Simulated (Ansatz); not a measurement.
**Be: density, localisation and related maps**

Input file:

```
crystal:
  lattice:
    - [-1.2502160087, 1.2502160087, -1.2502160087]
    - [-1.2502160087, -1.2502160087, 1.2502160087]
    - [-0.6251080044, 8.1264040566, 6.8761880478]
  atoms:
    - { symbol: Be, position: [-0.458325, 0.0, 0.91665] }
    - { symbol: Be, position: [0.4583416667, 0.5, 0.0833166667] }
    - { symbol: Be, position: [-0.1249916667, 0.0, 0.2499833333] }
    - { symbol: Be, position: [0.291675, 0.5, 0.41665] }
    - { symbol: Be, position: [-0.2916583333, 0.0, 0.5833166667] }
    - { symbol: Be, position: [0.1250083333, 0.5, 0.7499833333] }
basis:
  ecutwfc: 420
kpoints:
  mp_grid: { grid: [28, 28, 6] }
hamiltonian:
  xc: pbe
scf:
  occupations: { method: gaussian, width: 0.15 }
output:
  forces: true
  stress: true
  eigenvalues: true
  write_density: true
  write_potential: true
  elf: true
  volumetric_format: npy
```

Launched as:

```sh
ansatz run input.yaml --threads 2 --pin off --max-ram 5120MiB --backend cpu --events-out ev --progress --plain --runs-dir out
```

Below, planes, directions and counts refer to the conventional cell (a = 2.17 Å, b = 21.22 Å, c = 2.17 Å, α = 90.00°, β = 109.47°, γ = 90.00°).

Space group C2/c; a structure from a database of computed crystals, not necessarily the ambient phase; not relaxed (largest force 0.7 eV/Å); computed pressure about 3 GPa in this cell.

These are results of DFT PBE, scalar-relativistic, plane waves, PAW in Ansatz, not measurements.

In a PAW calculation such maps are meaningful between the atoms, not at the nuclei.

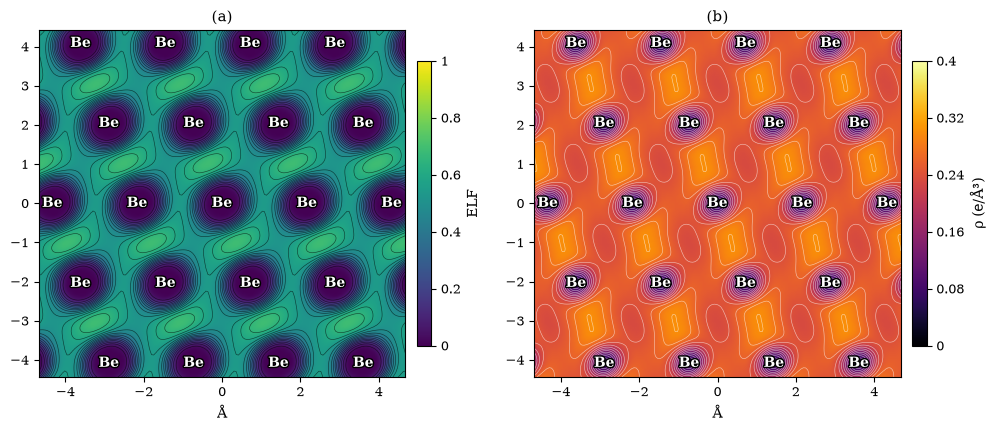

Figure 1. (a) electron localisation function; (b) valence charge density (pseudo) on the (010) plane of the conventional cell.

Question: What does the map show?

Answer:
- The section cuts through Be sites.
- Be–Be (2.17 Å): ρ is about 0.3 e/Å³ halfway; the ELF peaks at about 0.70 between the atoms.
- Between the atoms the lowest density in this plane is 0.23 e/Å³.

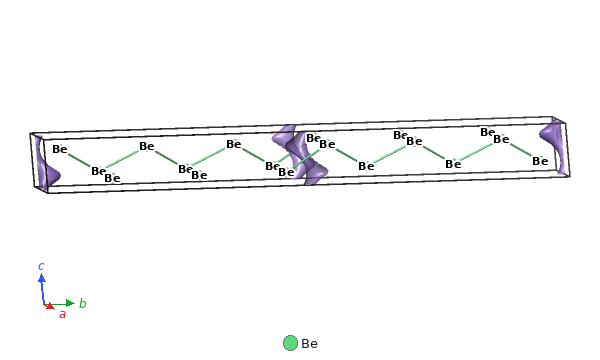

Figure 2. Isosurface of the electron localisation function at 0.7 (purple), seen slightly off an axis. Only the valence region is drawn (cores and ρ < 0.01 e/Å³ removed). Sticks mark near contacts.

Question: Describe the localisation domains.

Answer: At this value the surface marks out channels that run through the cell in one direction, counted in one cell of 12 atoms. Any copies at cell faces, edges or corners count once. There are no localised bonds or lone pairs at this value. Profiles from the grid: Be–Be (2.07 Å): the ELF peaks at about 0.75 between the atoms.

Question: Does the calculation give a band gap?

Answer: It is metallic or semimetallic at this level of theory: no gap opens.
